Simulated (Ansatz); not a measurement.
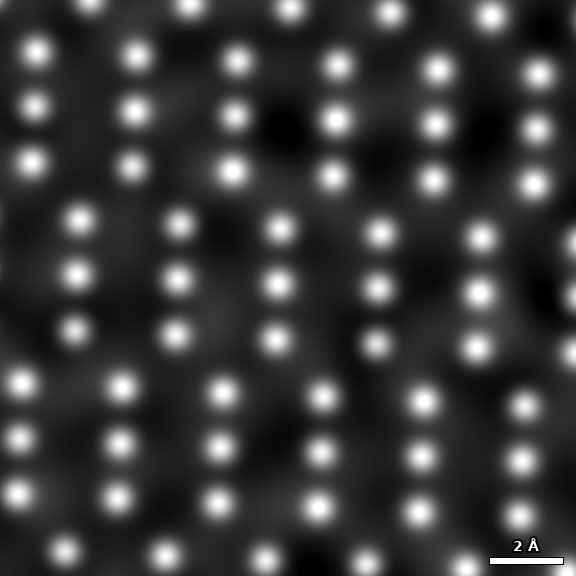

An image along [101] of one of the structures below (computed or model cells, partly hypothetical, each in its standard cell). The image is simulated as a sum over atoms of Z^1.7, blurred by a 0.72 Å probe (no channelling). The probe carries 15 % of its weight in a tail 2.5 times as wide. The speckle of an amorphous layer was added.

A. Ru
Space group Pm-3m (No. 221). a = 2.490 Å, b = 2.490 Å, c = 2.490 Å, α = 90.00°, β = 90.00°, γ = 90.00°
| atom | site | symmetry | x | y | z |
| --- | --- | --- | --- | --- | --- |
| Ru | 1a | m-3m | 0.0000 | 0.0000 | 0.0000 |

B. Tl
Space group Fd-3m:1 (No. 227). a = 7.277 Å, b = 7.277 Å, c = 7.277 Å, α = 90.00°, β = 90.00°, γ = 90.00°
```tsv
atom	site	symmetry	x	y	z
Tl	8b	-43m	0.2500	0.2500	0.7500
```

C. Tl
Space group P6_3/mmc (No. 194). a = 3.643 Å, b = 3.643 Å, c = 11.669 Å, α = 90.00°, β = 90.00°, γ = 120.00°
```
atom  site  symmetry       x       y       z
  Tl    2a      -3m.  0.0000  0.0000  0.0000
  Tl    2c      -6m2  0.3333  0.6667  0.2500
```

D. Tl
Space group P6/mmm (No. 191). a = 5.364 Å, b = 5.364 Å, c = 3.302 Å, α = 90.00°, β = 90.00°, γ = 120.00°
```tsv
atom	site	symmetry	x	y	z
Tl	1a	6/mmm	0.0000	0.0000	0.0000
Tl	2d	-6m2	0.3333	0.6667	0.5000
```

### Which of them gives this image?

D, Tl. Along [101] the projected cells are A 1.76 × 2.49 Å, 90°; B 4.46 × 4.46 Å, 109°; C 3.48 × 3.60 Å, 119°; D 2.81 × 4.85 Å, 107°. The image repeats as D does.

Structure D: the input geometry of a calculation; the starting structure was generated, so it need not be a known form of this composition.
